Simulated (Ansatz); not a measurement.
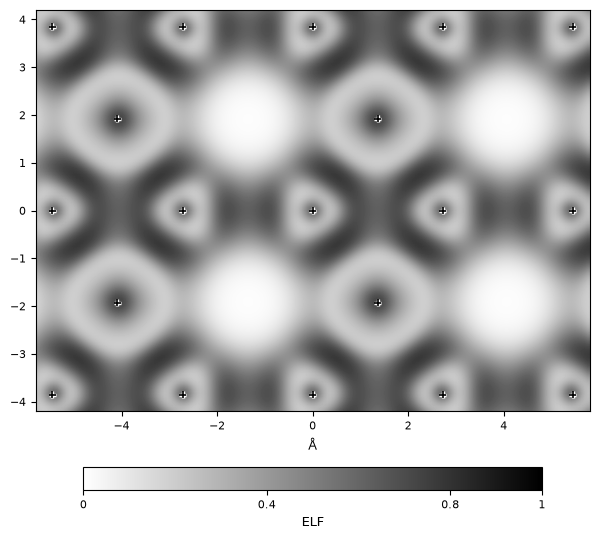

The electron localisation function on a plane through atoms (crosses mark nuclei in the plane).

Theory: DFT PBE, scalar-relativistic, plane waves, PAW (Ansatz 0.2.0).

Candidates:
A. SnSe$_{2}$, a = 12.27 Å, b = 7.62 Å, c = 9.01 Å, α = 90.00°, β = 132.91°, γ = 90.00°. Space group Cm; changed on purpose from its base cell (atom 5 (Se) moved -0.200 A towards its neighbour atom 1 (Sn) at 2.682 A); not relaxed (largest force 0.8 eV/Å); computed pressure about 5 GPa in this cell.
B. Si$_{2}$Ni, a = 5.45 Å, b = 5.45 Å, c = 5.45 Å, α = 90.00°, β = 90.00°, γ = 90.00°. Space group Fm-3m; computed without spin polarisation.

Question: Which system is this?

Answer: Candidate B: Si$_{2}$Ni on the (110) plane of the conventional cell, which holds Si and Ni. Si–Ni (2.36 Å): the ELF peaks at about 0.80 in the valence shell of Si, 0.9 Å from its nucleus, and is about 0.50 at the midpoint.
